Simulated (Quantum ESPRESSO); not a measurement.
# KF (Carobbiite): a mode Grüneisen parameter, worked out

By how much does an optical zone-centre mode of KF (Carobbiite) shift under hydrostatic pressure?

Main program and level: Quantum ESPRESSO 7.5; DFT LDA, scalar-relativistic, plane waves, JTH PAW pseudopotentials.

## (1) The relaxed structure

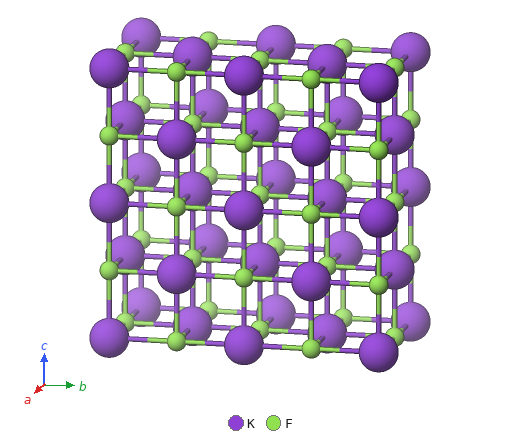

The cell as given, slightly off an axis (potassium purple, fluorine green). 1×2×2 cells are drawn. This picture shows the conventional cell, with its axes. Some periodic images of atoms are drawn too.

This is the cell after its relaxation at this level of theory, not the database cell from which that began.

## (2) Runs at several volumes

The relaxed cell is scaled uniformly; in this structure symmetry fixes all atoms, so nothing has to be relaxed anew. Each volume gets a ground state and a response at Γ. The mode followed is the highest one without the macroscopic field, of symmetry T1u; longitudinal polar modes lie higher. Cutoff 60 Ry, k mesh 8×8×8.

From the response at V/V₀ = 0.94:

Log:

```text
[banners, grids, parts of the stress and lines that vanish by symmetry left out]
Program PHONON v.7.5
     Reading xml data from directory:

[...]
Exchange-correlation= PW
                           (   1   4   0   0   0   0   0)
[...]
kinetic-energy cut-off    =      60.0000  Ry
     charge density cut-off    =     480.0000  Ry
     convergence threshold     =      1.0E-18
[...]
Exchange-correlation= PW
                           (   1   4   0   0   0   0   0)
[...]
q = (   0.0000000   0.0000000   0.0000000 )
     49 Sym.Ops. (with q -> -q+G )
     G cutoff = 1115.7693  (  39189 G-vectors)     FFT grid: ( 48, 48, 48)
     G cutoff =  557.8846  (  13803 G-vectors)  smooth grid: ( 36, 36, 36)
     number of k points=    29
[...]
Mode symmetry, O_h (m-3m)  point group:
[...]
Dielectric constant
[...]
End of electric fields calculation
          Dielectric constant in cartesian axis
          (       2.134938156      -0.000000000      -0.000000000 )
          (      -0.000000000       2.134938156       0.000000000 )
          (      -0.000000000      -0.000000000       2.134938156 )
          Effective charges (d Force / dE) in cartesian axis without acoustic sum rule applied (asr)
           atom    1  K     Mean Z*:        1.15829
      Ex  (        1.15829        0.00000        0.00000 )
      Ey  (        0.00000        1.15829       -0.00000 )
      Ez  (        0.00000       -0.00000        1.15829 )
           atom    2  F     Mean Z*:       -1.15366
      Ex  (       -1.15366       -0.00000       -0.00000 )
      Ey  (        0.00000       -1.15366        0.00000 )
      Ez  (       -0.00000        0.00000       -1.15366 )
          Effective charges Sum: Mean:        0.00462
[...]
Effective charges (d Force / dE) in cartesian axis with asr applied:
           atom    1  K     Mean Z*:        1.15598
[...]
atom    2  F     Mean Z*:       -1.15598
[...]
Representation #   1 modes #   1   2   3
[...]
End of self-consistent calculation
     Convergence has been achieved
     Representation #   2 modes #   4   5   6
[...]
End of self-consistent calculation
     Convergence has been achieved
[...]
Dielectric constant in cartesian axis
          (       2.134938156      -0.000000000      -0.000000000 )
          (      -0.000000000       2.134938156       0.000000000 )
          (      -0.000000000      -0.000000000       2.134938156 )
          Effective charges (d Force / dE) in cartesian axis without acoustic sum rule applied (asr)
           atom    1  K     Mean Z*:        1.15829
      Ex  (        1.15829        0.00000        0.00000 )
      Ey  (        0.00000        1.15829       -0.00000 )
      Ez  (        0.00000       -0.00000        1.15829 )
           atom    2  F     Mean Z*:       -1.15366
      Ex  (       -1.15366       -0.00000       -0.00000 )
      Ey  (        0.00000       -1.15366        0.00000 )
      Ez  (       -0.00000        0.00000       -1.15366 )
          Effective charges Sum: Mean:        0.00462
[...]
Effective charges (d Force / dE) in cartesian axis with asr applied:
           atom    1  K     Mean Z*:        1.15598
[...]
atom    2  F     Mean Z*:       -1.15598
[...]
q = (    0.000000000   0.000000000   0.000000000 )
[...]
freq (    1) =       0.056480 [THz] =       1.883959 [cm-1]
     freq (    2) =       0.056480 [THz] =       1.883959 [cm-1]
     freq (    3) =       0.056480 [THz] =       1.883959 [cm-1]
     freq (    4) =       7.334970 [THz] =     244.668267 [cm-1]
     freq (    5) =       7.334970 [THz] =     244.668267 [cm-1]
     freq (    6) =       7.334970 [THz] =     244.668267 [cm-1]
[...]
Mode symmetry, O_h (m-3m)  point group:
     freq (   1-   3) =          1.9  [cm-1]   --> T_1u G_15  G_4- I
     freq (   4-   6) =        244.7  [cm-1]   --> T_1u G_15  G_4- I

   JOB DONE.
```

One volume, V/V₀ = 1, is held back as a test.

```
V/V₀  volume (Å³/atom)  pressure (GPa)   ω (cm⁻¹)
0.94            16.284            2.72     244.67
0.97            16.803            1.01     227.81
   1            17.323           -0.41  held back
1.03            17.843           -1.60     196.36
1.06            18.362           -2.58     181.63
```

## (3) The fit

The mode Grüneisen parameter is γ = −d ln ω / d ln V.

```
ln(V/V₀)    ln ω
 -0.0619  5.4999
 -0.0305  5.4285
  0.0296  5.2799
  0.0583  5.2020
```

A straight line through these points has the slope -2.478, so γ = 2.48; at V/V₀ = 1 it predicts ω = exp(5.3498 + 0.0000) = 210.56 cm⁻¹.

A parabola of pressure against ln V through V/V₀ = 0.97, 1 and 1.03 gives the bulk modulus B = −dP/d ln V = 43 GPa at V₀. With ω₀ from the fitted line the pressure coefficient follows as dω/dP = γ ω₀ / B = 2.48 × 210.6 / 43 = 12.0 cm⁻¹/GPa.

## (4) The run that was held back

Log:

```text
[banners, grids, parts of the stress and lines that vanish by symmetry left out]
[banner, memory and clock lines left out]
Program PHONON v.7.5

[...]
Exchange-correlation= PW
                           (   1   4   0   0   0   0   0)
[...]
kinetic-energy cut-off    =      60.0000  Ry
     charge density cut-off    =     480.0000  Ry
     convergence threshold     =      1.0E-18
[...]
Exchange-correlation= PW
                           (   1   4   0   0   0   0   0)
[...]
q = (   0.0000000   0.0000000   0.0000000 )
     49 Sym.Ops. (with q -> -q+G )
     G cutoff = 1162.7576  (  41391 G-vectors)     FFT grid: ( 50, 50, 50)
     G cutoff =  581.3788  (  14649 G-vectors)  smooth grid: ( 36, 36, 36)
     number of k points=    29
[...]
Mode symmetry, O_h (m-3m)  point group:
[...]
Dielectric constant
[...]
End of electric fields calculation
          Dielectric constant in cartesian axis
          (       2.088461219      -0.000000000       0.000000000 )
          (      -0.000000000       2.088461219       0.000000000 )
          (       0.000000000       0.000000000       2.088461219 )
          Effective charges (d Force / dE) in cartesian axis without acoustic sum rule applied (asr)
           atom    1  K     Mean Z*:        1.14762
      Ex  (        1.14762        0.00000        0.00000 )
      Ey  (        0.00000        1.14762       -0.00000 )
      Ez  (        0.00000       -0.00000        1.14762 )
           atom    2  F     Mean Z*:       -1.14298
      Ex  (       -1.14298        0.00000        0.00000 )
[...]
Representation #   1 modes #   1   2   3
[...]
End of self-consistent calculation
     Convergence has been achieved
     Representation #   2 modes #   4   5   6
[...]
End of self-consistent calculation
     Convergence has been achieved
[...]
Dielectric constant in cartesian axis
          (       2.088461219      -0.000000000       0.000000000 )
          (      -0.000000000       2.088461219       0.000000000 )
          (       0.000000000       0.000000000       2.088461219 )
          Effective charges (d Force / dE) in cartesian axis without acoustic sum rule applied (asr)
           atom    1  K     Mean Z*:        1.14762
      Ex  (        1.14762        0.00000        0.00000 )
      Ey  (        0.00000        1.14762       -0.00000 )
      Ez  (        0.00000       -0.00000        1.14762 )
           atom    2  F     Mean Z*:       -1.14298
      Ex  (       -1.14298        0.00000        0.00000 )
      Ey  (        0.00000       -1.14298        0.00000 )
      Ez  (       -0.00000        0.00000       -1.14298 )
          Effective charges Sum: Mean:        0.00464
[...]
Effective charges (d Force / dE) in cartesian axis with asr applied:
           atom    1  K     Mean Z*:        1.14530
[...]
atom    2  F     Mean Z*:       -1.14530
[...]
q = (    0.000000000   0.000000000   0.000000000 )
[...]
freq (    1) =       0.057886 [THz] =       1.930867 [cm-1]
     freq (    2) =       0.057886 [THz] =       1.930867 [cm-1]
     freq (    3) =       0.057886 [THz] =       1.930867 [cm-1]
     freq (    4) =       6.347536 [THz] =     211.730998 [cm-1]
     freq (    5) =       6.347536 [THz] =     211.730998 [cm-1]
     freq (    6) =       6.347536 [THz] =     211.730998 [cm-1]
[...]
Mode symmetry, O_h (m-3m)  point group:
     freq (   1-   3) =          1.9  [cm-1]   --> T_1u G_15  G_4- I
     freq (   4-   6) =        211.7  [cm-1]   --> T_1u G_15  G_4- I
```

It gives 211.73 cm⁻¹ against the predicted 210.56 cm⁻¹, a miss of 1 cm⁻¹.

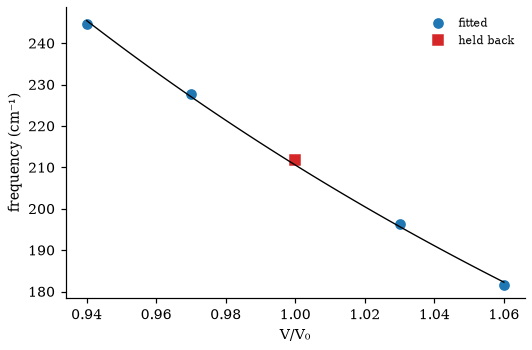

Frequency against volume, with the power-law fit.

## (5) Results

```yaml
mode_grueneisen_parameter: 2.478
bulk_modulus: 43.4 GPa
pressure_coefficient: 12.0 cm⁻¹/GPa
```

What this shows: The highest optical mode of KF (Carobbiite) without the LO-TO term stiffens by 12.0 cm⁻¹ a GPa near the relaxed volume, with γ = 2.48. The power law meets all 5 runs within 0.56 %; between neighbouring volumes γ runs from 2.27 to 2.72. Such a coefficient turns a measured shift of this mode into a hydrostatic stress; uniaxial or biaxial stress splits the mode and needs deformation potentials. These are harmonic values at zero temperature for the structure held cubic, which a run at Γ can't show to be stable; the bulk modulus rests on three points.

[Host names and launcher messages were left out of these logs when they were recorded.]

[Logs are printed without paths, hosts, clocks, repeated set-up lines and the standing remarks that a program may print on its own settings, such as how far it seeks lower states.]

[Hosts, paths, dates, database ids (printed as entryN), source tags and the programs' standing remarks are cut or masked in the printed files.]
